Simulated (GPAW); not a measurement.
# MnSi31 (Si64 Mn2 d5p92): which magnetic order is lowest, part 2 of 2

Does MnSi31 (Si64 Mn2 d5p92) prefer parallel or opposed moments, or none?

GPAW 26.7.0; PBE; plane waves with GPAW's PAW setups, scalar-relativistic.

So far. Step 2 (Run 1 (ferro ++)): After 34 cycles the largest moment stands at 2.84 μB.

## (3) Run 2 (antiferro +-)

Another pattern of signs weighs the neighbour shells otherwise.

Contents of order2.py:

```python
import json
import numpy as np
from ase import Atoms
from ase.parallel import paropen, parprint
from gpaw import GPAW

atoms = Atoms(['Mn', 'Si', 'Si', 'Mn', 'Si', 'Si', 'Si', 'Si', 'Si', 'Si', 'Si', 'Si', 'Si', 'Si', 'Si', 'Si', 'Si', 'Si', 'Si', 'Si', 'Si', 'Si', 'Si', 'Si', 'Si', 'Si', 'Si', 'Si', 'Si', 'Si', 'Si', 'Si', 'Si', 'Si', 'Si', 'Si', 'Si', 'Si', 'Si', 'Si', 'Si', 'Si', 'Si', 'Si', 'Si', 'Si', 'Si', 'Si', 'Si', 'Si', 'Si', 'Si', 'Si', 'Si', 'Si', 'Si', 'Si', 'Si', 'Si', 'Si', 'Si', 'Si', 'Si', 'Si'],
    cell=[[10.862, 0.0, 0.0],
         [0.0, 10.862, 0.0],
         [0.0, 0.0, 10.862]],
    scaled_positions=[[0.0, 0.0, 0.0],
         [0.125, 0.125, 0.125],
         [0.0, 0.25, 0.25],
         [0.125, 0.375, 0.375],
         [0.25, 0.0, 0.25],
         [0.375, 0.125, 0.375],
         [0.25, 0.25, 0.0],
         [0.375, 0.375, 0.125],
         [0.0, 0.0, 0.5],
         [0.125, 0.125, 0.625],
         [0.0, 0.25, 0.75],
         [0.125, 0.375, 0.875],
         [0.25, 0.0, 0.75],
         [0.375, 0.125, 0.875],
         [0.25, 0.25, 0.5],
         [0.375, 0.375, 0.625],
         [0.0, 0.5, 0.0],
         [0.125, 0.625, 0.125],
         [0.0, 0.75, 0.25],
         [0.125, 0.875, 0.375],
         [0.25, 0.5, 0.25],
         [0.375, 0.625, 0.375],
         [0.25, 0.75, 0.0],
         [0.375, 0.875, 0.125],
         [0.0, 0.5, 0.5],
         [0.125, 0.625, 0.625],
         [0.0, 0.75, 0.75],
         [0.125, 0.875, 0.875],
         [0.25, 0.5, 0.75],
         [0.375, 0.625, 0.875],
         [0.25, 0.75, 0.5],
         [0.375, 0.875, 0.625],
         [0.5, 0.0, 0.0],
         [0.625, 0.125, 0.125],
         [0.5, 0.25, 0.25],
         [0.625, 0.375, 0.375],
         [0.75, 0.0, 0.25],
         [0.875, 0.125, 0.375],
         [0.75, 0.25, 0.0],
         [0.875, 0.375, 0.125],
         [0.5, 0.0, 0.5],
         [0.625, 0.125, 0.625],
         [0.5, 0.25, 0.75],
         [0.625, 0.375, 0.875],
         [0.75, 0.0, 0.75],
         [0.875, 0.125, 0.875],
         [0.75, 0.25, 0.5],
         [0.875, 0.375, 0.625],
         [0.5, 0.5, 0.0],
         [0.625, 0.625, 0.125],
         [0.5, 0.75, 0.25],
         [0.625, 0.875, 0.375],
         [0.75, 0.5, 0.25],
         [0.875, 0.625, 0.375],
         [0.75, 0.75, 0.0],
         [0.875, 0.875, 0.125],
         [0.5, 0.5, 0.5],
         [0.625, 0.625, 0.625],
         [0.5, 0.75, 0.75],
         [0.625, 0.875, 0.875],
         [0.75, 0.5, 0.75],
         [0.875, 0.625, 0.875],
         [0.75, 0.75, 0.5],
         [0.875, 0.875, 0.625]],
    pbc=True,
    magmoms=[4.5, 0.0, 0.0, -4.5, 0.0, 0.0, 0.0, 0.0, 0.0, 0.0, 0.0, 0.0, 0.0, 0.0, 0.0, 0.0, 0.0, 0.0, 0.0, 0.0, 0.0, 0.0, 0.0, 0.0, 0.0, 0.0, 0.0, 0.0, 0.0, 0.0, 0.0, 0.0, 0.0, 0.0, 0.0, 0.0, 0.0, 0.0, 0.0, 0.0, 0.0, 0.0, 0.0, 0.0, 0.0, 0.0, 0.0, 0.0, 0.0, 0.0, 0.0, 0.0, 0.0, 0.0, 0.0, 0.0, 0.0, 0.0, 0.0, 0.0, 0.0, 0.0, 0.0, 0.0])
atoms.calc = GPAW(mode={'name': 'pw', 'ecut': 450},
    xc='PBE',
    kpts={'size': (3, 3, 3), 'gamma': True},
    occupations={'name': 'fermi-dirac', 'width': 0.05},
    convergence={'density': 1e-05, 'energy': 1e-05},
    maxiter=200,
    mixer={'name': 'pulay', 'beta': 0.05, 'nmaxold': 6, 'weight': 50},
    symmetry={'tolerance': 1e-4},
    txt='order2.txt')
e = atoms.get_potential_energy(force_consistent=True)
res = {'free_energy': e, 'energy_sigma0': atoms.get_potential_energy(), 'fermi_energy': atoms.calc.get_fermi_level()}
res['moments'] = atoms.get_magnetic_moments().tolist()
res['total'] = atoms.get_magnetic_moment()
parprint('site moments (muB):', np.round(res['moments'], 3))
parprint(f"total moment: {res['total']:.3f} muB")
parprint(f'free energy: {e:.6f} eV')
atoms.calc.write('order2.gpw')
with paropen('results.json', 'w') as f:
    json.dump(res, f)
```

Launch:

```sh
OMP_NUM_THREADS=1 mpirun -n 8 gpaw python order2.py > order2.log
```

Numbers of over 12 decimals in the logs are rounded to 6 here.

Log:

```text
site moments (muB): [ 2.768e+00 -4.700e-02  4.700e-02 -2.768e+00  4.000e-03 -4.000e-03
  4.000e-03 -4.000e-03  1.000e-03 -4.000e-03  4.000e-03 -1.000e-03
  5.000e-03  1.000e-03  4.800e-02 -6.000e-03  1.000e-03 -4.000e-03
  4.000e-03 -1.000e-03  4.800e-02 -6.000e-03  5.000e-03  1.000e-03
  4.600e-02 -6.000e-03  6.000e-03 -4.600e-02 -0.000e+00 -1.000e-03
 -0.000e+00 -1.000e-03  3.000e-03  1.000e-03 -1.000e-03 -3.000e-03
  4.000e-03 -4.000e-03  4.000e-03 -4.000e-03  0.000e+00 -1.000e-03
  1.000e-03 -0.000e+00  6.000e-03 -4.800e-02 -1.000e-03 -5.000e-03
  0.000e+00 -1.000e-03  1.000e-03 -0.000e+00 -1.000e-03 -5.000e-03
  6.000e-03 -4.800e-02 -1.000e-03 -1.000e-03  1.000e-03  1.000e-03
  1.000e-03  0.000e+00  1.000e-03  0.000e+00]
total moment: 0.000 muB
free energy: -349.502480 eV

--- order2.txt ---
Input parameters:
  mode=PW(ecut=450),
  convergence={'density': 1e-05, 'energy': 1e-05},
  kpts=MonkhorstPack(size=(3, 3, 3), gamma=True),
  maxiter=200,
  mixer=Pulay(name='pulay', nmaxold=6, beta=0.05, weight=50, sigma=0.015, g_ss=None),
  occupations=Occupations(name='fermi-dirac', width=0.05),
  symmetry=Symmetry(tolerance=0.0001),
  xc=XC(name='PBE')

Diagonalizing LCAO Hamiltonian
Converting LCAO to pw mode
        .--------------------------.
       /|                          |
      / |  Si           Si         |
     /  |                          |
    /   |      Si            Si    |
   /  Si|           Si             |
  /    Si        Si  Si        Si  |
 *      |SiSi         Si Si        |
 | Si   |   Sii Si       SiSi      |
 |      |  Si Si        Si Si      |
 |   Si Si        Si Si            |
 |   Si |      Si  Si        Si    |
 |    Si|Si      Si Si Si      Si  |
 Si    Mn--Si--Si----Si--Si--------.
 |     / Si Si        Si Si       /
 | Si /      Si Si         Si    /
 |   Si       Si  Si       Si   /
 |  /   Si           Si        /
 | / Si  Si        Si  Si     /
 |/                          /
 Mn------------Si-----------*

Atoms  # Å, Bohr magnetons
|    | symbol |        x |        y |        z |    initial magnetic moments |
|----|--------|----------|----------|----------|-----------------------------|
|  0 |     Mn | 0.000000 | 0.000000 | 0.000000 | ( 0.0000,  0.0000,  4.5000) |
|  1 |     Si | 1.357750 | 1.357750 | 1.357750 | ( 0.0000,  0.0000,  0.0000) |
|  2 |     Si | 0.000000 | 2.715500 | 2.715500 | ( 0.0000,  0.0000,  0.0000) |
|  3 |     Mn | 1.357750 | 4.073250 | 4.073250 | ( 0.0000,  0.0000, -4.5000) |
|  4 |     Si | 2.715500 | 0.000000 | 2.715500 | ( 0.0000,  0.0000,  0.0000) |
|  5 |     Si | 4.073250 | 1.357750 | 4.073250 | ( 0.0000,  0.0000,  0.0000) |
|  6 |     Si | 2.715500 | 2.715500 | 0.000000 | ( 0.0000,  0.0000,  0.0000) |
|  7 |     Si | 4.073250 | 4.073250 | 1.357750 | ( 0.0000,  0.0000,  0.0000) |
|  8 |     Si | 0.000000 | 0.000000 | 5.431000 | ( 0.0000,  0.0000,  0.0000) |
|  9 |     Si | 1.357750 | 1.357750 | 6.788750 | ( 0.0000,  0.0000,  0.0000) |
| 10 |     Si | 0.000000 | 2.715500 | 8.146500 | ( 0.0000,  0.0000,  0.0000) |
| 11 |     Si | 1.357750 | 4.073250 | 9.504250 | ( 0.0000,  0.0000,  0.0000) |
| 12 |     Si | 2.715500 | 0.000000 | 8.146500 | ( 0.0000,  0.0000,  0.0000) |
| 13 |     Si | 4.073250 | 1.357750 | 9.504250 | ( 0.0000,  0.0000,  0.0000) |
[...]
| 56 |     Si | 5.431000 | 5.431000 | 5.431000 | ( 0.0000,  0.0000,  0.0000) |
| 57 |     Si | 6.788750 | 6.788750 | 6.788750 | ( 0.0000,  0.0000,  0.0000) |
| 58 |     Si | 5.431000 | 8.146500 | 8.146500 | ( 0.0000,  0.0000,  0.0000) |
| 59 |     Si | 6.788750 | 9.504250 | 9.504250 | ( 0.0000,  0.0000,  0.0000) |
| 60 |     Si | 8.146500 | 5.431000 | 8.146500 | ( 0.0000,  0.0000,  0.0000) |
| 61 |     Si | 9.504250 | 6.788750 | 9.504250 | ( 0.0000,  0.0000,  0.0000) |
| 62 |     Si | 8.146500 | 8.146500 | 5.431000 | ( 0.0000,  0.0000,  0.0000) |
| 63 |     Si | 9.504250 | 9.504250 | 6.788750 | ( 0.0000,  0.0000,  0.0000) |

Unit cell  # Å
| periodic |         x |         y |         z |   lengths |    angles |
|----------|-----------|-----------|-----------|-----------|-----------|
|      yes | 10.862000 |  0.000000 |  0.000000 | 10.862000 | 90.000000 |
|      yes |  0.000000 | 10.862000 |  0.000000 | 10.862000 | 90.000000 |
|      yes |  0.000000 |  0.000000 | 10.862000 | 10.862000 | 90.000000 |

Number of symmetries: 2

BZ-sampling:
  Number of BZ points: 27
  Number of IBZ points: 10

  Monkhorst-Pack size: [3, 3, 3]
  Monkhorst-Pack shift: [0, 0, 0]

Plane wave coefficients: 27784
Cutoff: 450.000000 eV

Spin-components: 2 (collinear spins)
Bands:           171
Projectors:      322
Spin-degeneracy: 1
Datatype:        complex128

Parallelization:
  kpt:    4
  domain: 2
  band:   1

Density:
  Valence electrons: 278.0
  Components: 2
  Grid points: [54 54 54]
  Charge: 0.0  # |e|

Potential:
  Grid points: [54 54 54]

[... setups left out ...]
Reference energy: -551981.519659  # eV

eigensolver:
  PPCG
  Converge bands: occupied
  niter=2

density mixing:
  Pulay-Mixer
  Linear mixing parameters: 0.05
  Old densities: 6
  Fourier metric: weight=50, sigma=0.015

occupation numbers:
  Fermi-Dirac:
    width: 0.0500  # eV

poisson solver:
  ecut: 3600.000000  # eV

xc functional:
  name: PBE with 2 nearest neighbor stencil

convergence criteria:
- Maximum integral of absolute [dens]ity change: 1e-05 electrons / valence electron
- Maximum [total energy] change in last 3 cyles: 1e-05 eV / valence electron
- Maximum integral of absolute [eigenst]ate change: 4e-08 eV^2 / valence electron
maximum number of iterations: 200

SCF iterations
|iter     |      energy | eigst |  dens |  magmom |
|---------|-------------|-------|-------|---------|
|iter:   1|       0s | -351.123474 | +0.22 |       |  -0.0000|
|iter:   2|      38s | -351.209264 | -1.02 | -0.82 |  -0.0000|
|iter:   3|      76s | -350.719766 | -2.18 | -0.85 |  -0.0000|
|iter:   4|     114s | -349.712691 | -1.10 | -0.89 |  +0.0000|
|iter:   5|     153s | -349.348006 | -2.17 | -1.61 |  +0.0000|
|iter:   6|     191s | -349.420012 | -2.76 | -1.67 |  -0.0000|
|iter:   7|     229s | -349.392235 | -3.11 | -1.77 |  -0.0000|
|iter:   8|     268s | -349.450455 | -2.81 | -1.86 |  +0.0000|
|iter:   9|     306s | -349.438784 | -3.60 | -2.18 |  +0.0000|
|iter:  10|     344s | -349.440796 | -3.46 | -2.28 |  -0.0000|
[... 15 iterations left out ...]
|iter:  26|     933s | -349.448021c| -7.42c| -4.18 |  +0.0000|
|iter:  27|     971s | -349.448017c| -7.32 | -4.20 |  +0.0000|
|iter:  28|     990s | -349.448016c| -7.90c| -4.33 |  +0.0000|
|iter:  29|    1010s | -349.448016c| -7.89c| -4.42 |  +0.0000|
|iter:  30|    1029s | -349.448016c| -8.00c| -4.50 |  +0.0000|
|iter:  31|    1048s | -349.448013c| -7.70c| -4.57 |  +0.0000|
|iter:  32|    1067s | -349.448010c| -7.78c| -4.76 |  +0.0000|
|iter:  33|    1087s | -349.448008c| -7.83c| -4.83 |  +0.0000|
|iter:  34|    1107s | -349.448006c| -7.95c| -4.95 |  +0.0000|
|iter:  35|    1126s | -349.448006c| -8.17c| -5.05c|  +0.0000|

Converged in 35 steps
Energy contributions relative to reference atoms: (reference = -551981.519659)

Energy contributions:
  Kinetic:         487.442432
  Coulomb:        -427.797153
  Zero:             -0.384352
  External:          0.000000
  Xc:             -408.654458
  Entropy:          -0.108948
  Spinorbit:         0.000000
  ----------------------------
  Free energy:    -349.502480
  Extrapolated:   -349.448006

dipole moment: (-189.619378, -189.736895, -189.736895)  # |e|*Ang

Total magnetic moment: (0.000000, 0.000000, 0.000004)

Local magnetic moments
|        x |        y |         z |
|----------|----------|-----------|
| 0.000000 | 0.000000 |  2.768414 |  # Mn   0
| 0.000000 | 0.000000 | -0.047402 |  # Si   1
| 0.000000 | 0.000000 |  0.047403 |  # Si   2
| 0.000000 | 0.000000 | -2.768413 |  # Mn   3
| 0.000000 | 0.000000 |  0.004238 |  # Si   4
| 0.000000 | 0.000000 | -0.004315 |  # Si   5
| 0.000000 | 0.000000 |  0.004238 |  # Si   6
| 0.000000 | 0.000000 | -0.004315 |  # Si   7
| 0.000000 | 0.000000 |  0.001040 |  # Si   8
| 0.000000 | 0.000000 | -0.003820 |  # Si   9
| 0.000000 | 0.000000 |  0.003820 |  # Si  10
| 0.000000 | 0.000000 | -0.001040 |  # Si  11
[...]
| 0.000000 | 0.000000 | -0.000933 |  # Si  56
| 0.000000 | 0.000000 | -0.001294 |  # Si  57
| 0.000000 | 0.000000 |  0.001294 |  # Si  58
| 0.000000 | 0.000000 |  0.000933 |  # Si  59
| 0.000000 | 0.000000 |  0.000767 |  # Si  60
| 0.000000 | 0.000000 |  0.000437 |  # Si  61
| 0.000000 | 0.000000 |  0.000767 |  # Si  62
| 0.000000 | 0.000000 |  0.000437 |  # Si  63

Fermi level: 5.470
Eigenvalues  # (at kpt = [0.000, 0.000, 0.000])
| band index |      eig [eV] | occ [0-1] |      eig [eV] | occ [0-1] |
|------------|---------------|-----------|---------------|-----------|
|          0 |       -75.119 |     1.000 |       -75.119 |     1.000 |
|        ... |               |           |               |           |
|        130 |         4.133 |     1.000 |         4.133 |     1.000 |
|        131 |         4.146 |     1.000 |         4.146 |     1.000 |
|        132 |         4.193 |     1.000 |         4.193 |     1.000 |
|        133 |         4.247 |     1.000 |         4.247 |     1.000 |
|        134 |         4.310 |     1.000 |         4.310 |     1.000 |
|        135 |         4.855 |     1.000 |         4.855 |     1.000 |
|        136 |         4.866 |     1.000 |         4.866 |     1.000 |
|        137 |         4.956 |     1.000 |         4.956 |     1.000 |
|        138 |         5.579 |     0.101 |         5.579 |     0.101 |
|        139 |         5.630 |     0.039 |         5.630 |     0.039 |
|        140 |         5.715 |     0.007 |         5.715 |     0.007 |
|        141 |         5.878 |     0.000 |         5.878 |     0.000 |
|        142 |         5.914 |     0.000 |         5.914 |     0.000 |
|        143 |         6.077 |     0.000 |         6.077 |     0.000 |
|        144 |         6.122 |     0.000 |         6.122 |     0.000 |
|        145 |         6.143 |     0.000 |         6.143 |     0.000 |
|        ... |               |           |               |           |
|        170 |         7.983 |     0.000 |         7.982 |     0.000 |

No gap
No difference between direct/indirect transitions
```

Wall time 20 min (8 MPI ranks of Arm Neoverse V2, shared host); peak memory 6.1 GiB; 2.6 h of CPU time.

Spin moment in the augmentation sphere by element, in μB:

```
element  atoms  mean  spread (r.m.s.)  least  largest
     Mn      2  0.00             2.77  -2.77     2.77
     Si     62  0.00             0.02  -0.05     0.05
```

The atoms farthest from the mean of their element:

```
atom       x, y, z (Å)  spin moment in the augmentation sphere (μB)
 Mn1  0.00, 0.00, 0.00                                         2.77
 Mn4  1.36, 4.07, 4.07                                        -2.77
Si15  2.72, 2.72, 5.43                                         0.05
Si21  2.72, 5.43, 2.72                                         0.05
Si56  9.50, 9.50, 1.36                                        -0.05
Si46  9.50, 1.36, 9.50                                        -0.05
 Si3  0.00, 2.72, 2.72                                         0.05
 Si2  1.36, 1.36, 1.36                                        -0.05
```

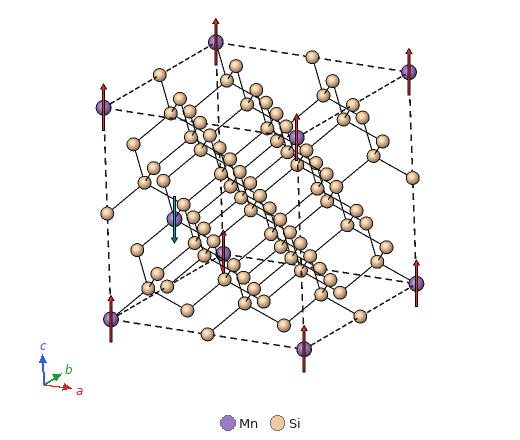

Spin moment in the augmentation sphere as arrows, the longest 2.77 μB. Up and down stand for the sign. Arrows give size and sign along the axis of quantisation, drawn up and down the page. The two directions have two colours. Bonds to atoms that aren't drawn are left out. Some periodic images of atoms are drawn too.

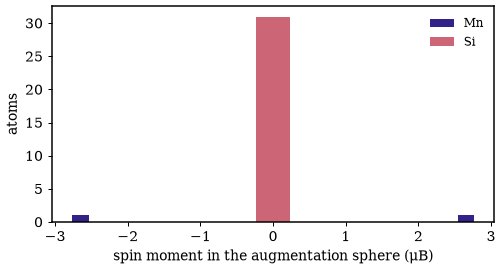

Spin moment in the augmentation sphere as a stacked histogram.

Read from the output:

| Item | Value |
| --- | --- |
| net moment | 0 μB |
| final state | antiferromagnetic |

It lies 78.5 meV a seeded atom over the first start, and its largest moment is 2.77 μB against 2.84 μB.

## (4) Energies of the orders

These are free energies at a smearing of 0.05 eV, so its entropy term is in the differences. They are divided by the number of seeded atoms, so that cells of unlike size compare.

Orders:

```
       start        final state  typed order kept  energy over the lowest (meV a seeded atom)  largest site moment (μB)  net moment (μB a primitive cell)  mesh matched  CPU time (s)
    ferro ++      ferromagnetic               yes                                           0                     2.842                             5.987           yes          9592
antiferro +-  antiferromagnetic               yes                                       78.55                     2.768                                 0           yes          9463
```

## (5) Outcome

* lowest state found: ferromagnetic (typed ferro ++)
* largest site moment: 2.84 μB
* next state: antiferromagnetic, 78.5 meV a seeded atom higher

In words: The lowest state found is ferromagnetic, reached from the start ferro ++, with moments up to 2.84 μB. The next state costs 79 meV a seeded atom. Only 2 starts are shown; other collinear patterns, canted and longer-period orders are not.

[Logs and program files are shortened in this print: banners, set-up blocks, solver, clock and traceback lines can be left out without a mark of their own.]

[Logs are printed without paths, hosts, clocks, repeated set-up lines and the standing remarks that a program may print on its own settings, such as how far it seeks lower states.]

[Hosts, paths, dates, database ids (printed as entryN), source tags and the programs' standing remarks are cut or masked in the printed files.]

[Where a cell is said to come from a database of computed structures, the database is the Materials Project.]
